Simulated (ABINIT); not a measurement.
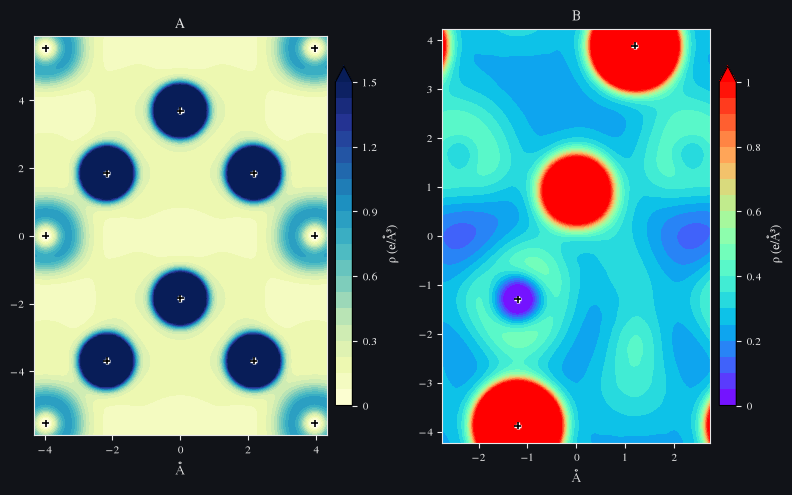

The valence electron density of 2 systems, each on a plane through atoms (crosses mark nuclei in the plane).

Level of theory: ABINIT 10.8.3, Kohn-Sham DFT of a periodic cell, r2SCAN, JTH PAW PBE v2.0.

System 1: Ti3Se, the (110) plane of the conventional cell. Space group P-6m2; a structure from a database of computed crystals, not necessarily the ambient phase.

```yaml
crystal:
  lattice:
    - [3.19745, 0.00000, 0.00000]
    - [-1.59872, 2.76907, 0.00000]
    - [0.00000, 0.00000, 7.94275]
  atoms:
    - { symbol: Se, position: [0.00000, 0.00000, 0.00000] }
    - { symbol: Ti, position: [0.66667, 0.33333, 0.50000] }
    - { symbol: Ti, position: [0.33333, 0.66667, 0.77290] }
    - { symbol: Ti, position: [0.33333, 0.66667, 0.22710] }
```

System 2: TaSi2, the (011) plane of the conventional cell. Space group P6₂22; not relaxed (largest force 0.8 eV/Å).

```cif
data_structure
_symmetry_space_group_name_H-M 'P 1'
_symmetry_Int_Tables_number 1
_cell_length_a 4.7800
_cell_length_b 4.7800
_cell_length_c 6.5640
_cell_angle_alpha 90.000
_cell_angle_beta 90.000
_cell_angle_gamma 120.000
_cell_volume 129.88
loop_
_atom_site_label
_atom_site_type_symbol
_atom_site_fract_x
_atom_site_fract_y
_atom_site_fract_z
_atom_site_occupancy
Ta1 Ta 0.00000 0.50000 0.16667 1
Ta2 Ta 0.50000 0.50000 0.83333 1
Ta3 Ta 0.50000 0.00000 0.50000 1
Si1 Si 0.33330 0.16665 0.16667 1
Si2 Si 0.16665 0.83335 0.83333 1
Si3 Si 0.83335 0.66670 0.50000 1
Si4 Si 0.66670 0.83335 0.16667 1
Si5 Si 0.83335 0.16665 0.83333 1
Si6 Si 0.16665 0.33330 0.50000 1
```

Match each panel to its system.

Panel A is system 1, Ti3Se: the plane holds Se and Ti. Ti–Se (2.58 Å): ρ is about 0.36 e/Å³ halfway. Panel B is system 2, TaSi2: the plane holds Ta and Si. Ta–Si (2.59 Å): the density is about 0.4 e/Å³ at the midpoint.
